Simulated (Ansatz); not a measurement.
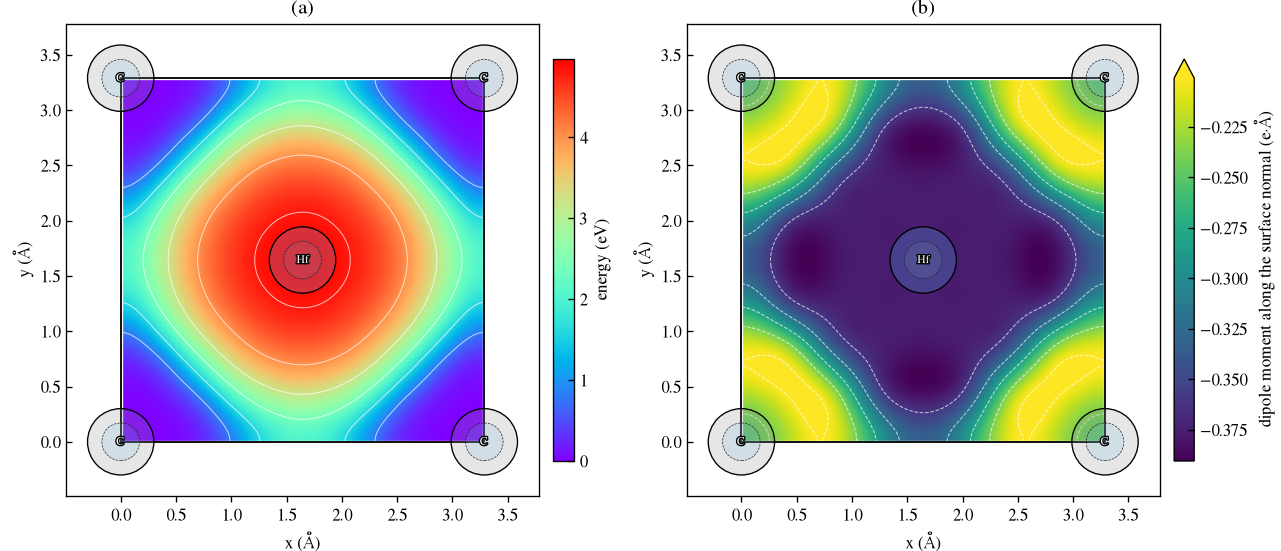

C on a HfC(100) slab cut from the Fm-3m phase, its upper half relaxed before the scan (24 atoms of substrate and one adsorbate in a 2 × 2 cell). C is moved over the surface cell; relaxed at each place: the height of the adsorbate's atoms; substrate rigid; the origin of the map has the adsorbate above C21. Places are given modulo a cell vector. The map is drawn in real space over the plane of the surface. The grid has 8 × 8 points; 15 points were computed and 49 follow by symmetry. Places are given in fractions of the 1 × 1 surface cell. Energies: eV, counted from the lowest grid point. Method: DFT PBE, scalar-relativistic, plane waves, PAW in Ansatz. Settings: cutoff 420 eV, k-mesh 4×4×1, gaussian smearing 0.1 eV, no spin polarisation.

Panel (a) is the energy and panel (b) the computed dipole moment along the surface normal on the same grid.

In the figure: a smooth colour map with a few white contour lines, labelled circles for the atoms of the top layer and small ones for the second layer, the outline of one cell of the plane. Between grid points the surface is interpolated.

How does the dipole moment along the surface normal vary over the map, and what is it at the lowest grid point?

Answer. It runs from −0.38 e·Å at (2/8, 4/8) of the cell vectors [nearest 1 Hf at 2.10 Å] to −0.20 e·Å at (1/8, 1/8) of the cell vectors [nearest 1 C at 1.34 Å]. At the lowest grid point, the top site over a surface C atom, (0/8, 0/8) of the cell vectors, it is −0.25 e·Å.
